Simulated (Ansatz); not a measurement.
## Ru: 5 runs along one coordinate

System: Ru (3 atoms in the cell).
Method: DFT, PBEsol, plane waves (420 eV) with PAW, scalar-relativistic, no spin polarisation (Ansatz 0.2.0).

The 5 runs differ only in the geometry, by an even scaling of the cell at fixed fractional positions.

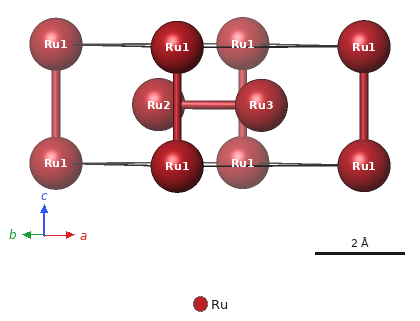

Figure 1. The structure of run 3 (ball-and-stick view of the cell of the calculation, seen at an oblique angle; atoms are numbered from 1 in the order of the input).

### Input of run 3
```yaml
crystal:
  lattice:
    - [4.279293924, 0.0, 0.0]
    - [-2.139646962, 3.7059772485, 0.0]
    - [0.0, 0.0, 2.6856516865]
  atoms:
    - { symbol: Ru, position: [0.0, 1.0, 0.0] }
    - { symbol: Ru, position: [0.3333333333, 0.6666666667, 0.5] }
    - { symbol: Ru, position: [0.6666666667, 0.3333333333, 0.5] }
hamiltonian:
  xc: pbesol
  pseudopotentials:
    kind: paw
    azcp:
      Ru: "pseudopotentials/Ru.paw.azcp"
basis:
  ecutwfc: 420
  fft_grid_basis: typed
kpoints:
  mp_grid: { grid: [10, 10, 13], shift: [0, 0, 0] }
magnetization:
  spin_polarized: false
scf:
  occupations: { method: fermi_dirac, width: 0.1 }
  lower_state_search: "off"
output:
  stress: true
  write_density: true
  write_potential: true
  elf: true
  volumetric_format: npy
```

Run 4 differs from it as follows:
```diff
-    - [4.279293924, 0.0, 0.0]
-    - [-2.139646962, 3.7059772485, 0.0]
-    - [0.0, 0.0, 2.6856516865]
+    - [4.3334679526, 0.0, 0.0]
+    - [-2.1667339763, 3.7528933334, 0.0]
+    - [0.0, 0.0, 2.7196508868]
```

### Results, with one run withheld

| run | volume per atom (Å³) | free energy per atom, from the lowest run given (meV) | pressure (GPa) |
| --- | --- | --- | --- |
| 1 | 12.559 | 104.41 | 33.16 |
| 2 | 13.651 | 0.00 | 0.02 |
| 3 | 14.197 | 20.54 | −11.62 |
| 4 | 14.743 | ? | ? |
| 5 | 15.289 | 160.16 | −28.04 |

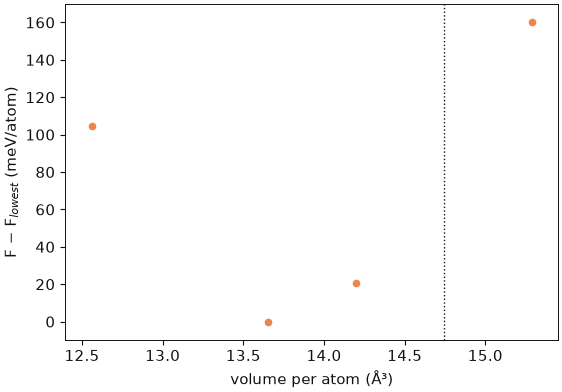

Figure 2. Free energy per atom of the runs given; the dotted line marks run 4.

Estimate the energy of run 4 from the others.

A quadratic polynomial in V^(−2/3) (the Birch–Murnaghan form), fitted to the 4 runs given, misses them by at most 0.67 meV per atom. With x = V^(−2/3) − 0.17326 Å⁻², it reads F = 3.4184 − 3365.6 x + 1.0066e+06 x² (meV per atom). At run 4 it gives 75.27 meV per atom, and the run itself gives 76.42. The slope of the fit gives a pressure −dF/dV of −20.89 GPa there, and the run prints −20.81 GPa. The two needn't agree exactly: the fit is approximate, and the printed stress is taken on a finite basis. The fit has its minimum at 13.668 Å³ per atom, where V d²F/dV² gives 321 GPa. Cell shape and fractional positions are held, so this is the stiffness under even scaling; the relaxed bulk modulus wasn't computed. So low a polynomial doesn't follow these energies more closely.

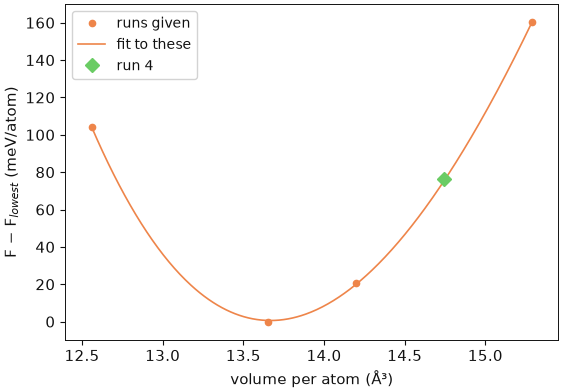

Figure 3. The fit and the withheld run.

### Output, shortened to warnings, some set-up lines, iterations and results (run 4)
```
Warning: [file] the record states the generating functional pbe (its physics header spells it `PBE`), which answers neither for hamiltonian.xc's functional nor for the pbesol family's — results may be inconsistent (PPs are generated against a specific XC)
Basis set: ecut = 420 eV, 903 PW (Γ)
Symmetry: 24 space group operations
k-points: 98 of 1300
Initial density: superposition of atomic densities (neutral atoms: chi_scale 0, normalization atom), corrected by the library's trained network
[...]
SCF iter   1: F=—  HF=-17448.514307 eV  |F-HF|=—  |Δ(HF+E_count)|=         —  Δρ=1.34e-2  dr2=6.19e-2  ethr=1.77e-3  ⟨swp⟩=4.7  Hψ=9719  notcnv=0
SCF iter   2: F=—  HF=-17448.507397 eV  |F-HF|=—  |Δ(HF+E_count)|=   6.91e-3  Δρ=6.98e-3  dr2=2.23e-2  ethr=1.29e-4  ⟨swp⟩=1.4  Hψ=3964  notcnv=0
SCF iter   3: F=—  HF=-17448.504329 eV  |F-HF|=—  |Δ(HF+E_count)|=   3.07e-3  Δρ=7.78e-4  dr2=2.85e-4  ethr=4.64e-5  ⟨swp⟩=2.6  Hψ=4096  notcnv=0
SCF iter   4: F=—  HF=-17448.504334 eV  |F-HF|=—  |Δ(HF+E_count)|=   5.11e-6  Δρ=1.92e-4  dr2=1.87e-5  ethr=5.94e-7  ⟨swp⟩=2.2  Hψ=5022  notcnv=0
SCF iter   5: F=—  HF=-17448.504330 eV  |F-HF|=—  |Δ(HF+E_count)|=   3.79e-6  Δρ=3.57e-5  dr2=3.73e-7  ethr=3.89e-8  ⟨swp⟩=2.7  Hψ=5114  notcnv=0
SCF iter   6: F=-17448.504330 eV  HF=-17448.504330 eV  |F-HF|=1.46e-11  |Δ(HF+E_count)|=   6.96e-8  Δρ=4.67e-6  dr2=2.19e-9  ethr=2.08e-10  ⟨swp⟩=7.4  Hψ=18257  notcnv=0
SCF 1 converged in 6 iterations: F = -17448.504330 eV  dr2 = 2.19e-9
SCF converged after 6 iterations
Free energy (F): -17448.504330 eV
Harris-Foulkes:  -17448.504330 eV  (|F-HF|=1.46e-11)
Internal energy: -17448.379589 eV  (E = F + TS)
E sigma→0 (E₀):  -17448.441960 eV
Entropy (-TS):   -0.124741 eV (-41.580 meV/atom)
Fermi energy:    21.256110 eV
--- Per-component energies (eV) ---
  E_band       = -262.513198
  E_kinetic    = 1534.650285
  E_local      = -4057.846385  (includes V_loc(G=0)·N_el)
  E_nonlocal   = 1035.043336
  E_hartree    = 1302.089962
  E_xc         = -564.915779
  E_vxc        = -711.372357  (∫ρ·V_xc dr)
  E_paw        = -10198.235628  (= ΣΔE_a)
  E_vpaw       = -667.168091  (= ΣTr[D̂ρ^β])
  E_aug_tail   = -0.000534  (compensation charges beyond the density's cutoff)
  E_ewald      = -6499.924735
  E_core_change = 0.759888  (= ΣΔE_core)
  E_smearing   = -0.124741  (= −TS)
  E_closure    = 0.000000  (closes the sum)
  Σ components = -17448.504330   (vs F -17448.504330, Δ=0.00e0)
--- Stress (GPa, compression-positive) ---
      -21.831051      -0.000000       0.000000
       -0.000000     -21.831051       0.000000
        0.000000       0.000000     -18.767286
  P = ⅓ Tr σ = -20.8098 GPa (-208.098 kbar)
```

Warnings of the run: the PAW datasets were made with another functional.
